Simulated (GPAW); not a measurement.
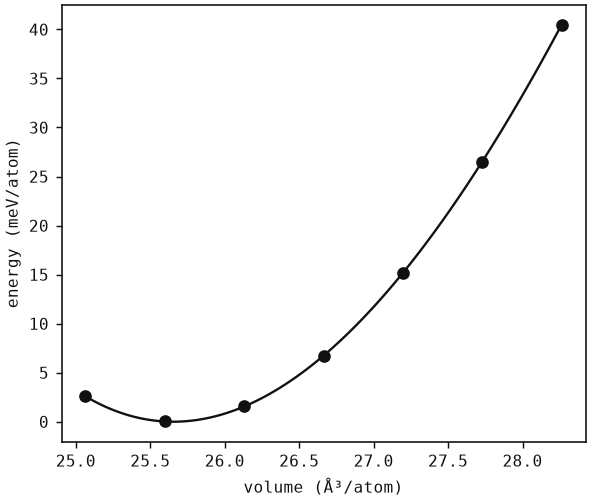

The figure shows the energy against volume.

How it was computed, with GPAW 26.7.0: PAW DFT in plane waves, on a grid or in atomic orbitals, no spin polarisation; energies at scaled volumes of the given cell, shape and fractions fixed, counted from the fit's minimum, third-order Birch-Murnaghan fit. Level: PBEsol.

> For which of these solids was it computed?
A. Hf, P6_3/mmc (No. 194)
B. PbS, Cmcm (No. 63)
C. PbF₂, Fm-3m (No. 225)

B, PbS: energy from 0.03 meV/atom to 40.49 meV/atom, V0 25.66 Å³/atom, B0 58.4 GPa. The others give: PbF₂, energy from 0.07 meV/atom to 21.40 meV/atom, V0 17.06 Å³/atom, B0 75.4 GPa; Hf, energy from 0.54 meV/atom to 61.20 meV/atom, V0 21.66 Å³/atom, B0 115 GPa.

For Hf, limits of the calculation: shape and atomic fractions are frozen while scaling, which makes layered, chain and framework solids too stiff.

For PbF₂, limits of the calculation: spin-orbit coupling left out, heavy elements.

For PbS, limits of the calculation: spin-orbit coupling left out, heavy elements; shape and atomic fractions are frozen while scaling, which makes layered, chain and framework solids too stiff.
